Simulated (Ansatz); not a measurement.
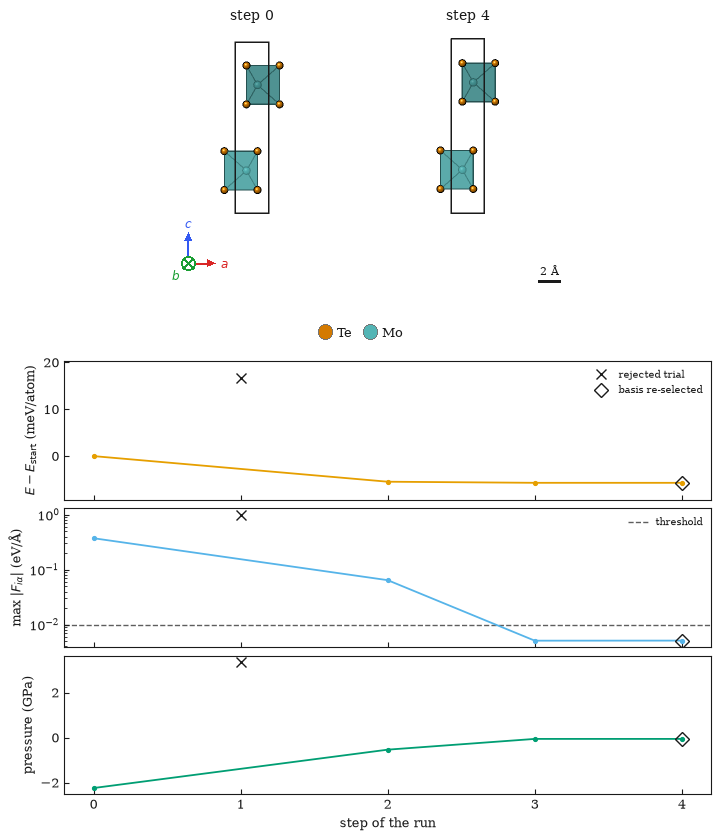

First and last geometry of a relaxation of crystalline Te2Mo (built on the Te2Mo-type type), with the history of the run. The picture is a polyhedral view of the cell of the calculation, seen along the b axis.

Case: volume × 1.070.

These are results of Ansatz 0.2.0, DFT PBE, scalar-relativistic, plane waves, PAW, not measurements. (plane-wave cutoff 420 eV; k-point mesh 10 × 10 × 2; occupations gaussian; smearing width 0.05 eV; collinear spin; cell relaxed at fixed volume; force threshold 0.01 eV/Å; at most 40 steps)

### Read the history and describe the run.

It converged. The energy falls by 5.7 meV per atom in 2 accepted moves (4 points after the start). The largest force component goes from 0.37 to 0.0051 eV/Å. The pressure goes from −2.24 to −0.06 GPa. The line search rejected the trial step at point 1 of the run. The SCF was repeated once at an unchanged geometry on a basis and grid sized afresh for the cell, which shifted the energy by less than 0.05 meV per atom at most. The largest moves relative to the cell, 0.053 Å, are those of Te atoms. Mo stays in place. The drawn cell changes at constant volume: a = b 3.592 → 3.557 Å (−1.0 %), c 16.096 → 16.409 Å (+1.9 %). Among the contacts that change: Mo–Te 2.762 → 2.736 Å. The space group stays P6_3/mmc (No. 194). The program noted that the starting moments weren't kept.

| step | E − E(0), meV/atom | largest force component, eV/Å | pressure, GPa | note |
| --- | --- | --- | --- | --- |
| 0 | 0.00 | 0.3731 | -2.24 |  |
| 1 | 16.72 | 1.0014 | 3.36 | rejected |
| 2 | -5.47 | 0.0643 | -0.53 |  |
| 3 | -5.71 | 0.0051 | -0.06 |  |
| 4 | -5.71 | 0.0051 | -0.06 | same geometry, new basis |

Limits of the set-up: layers or molecules are held without a dispersion correction, so their spacing is unreliable.
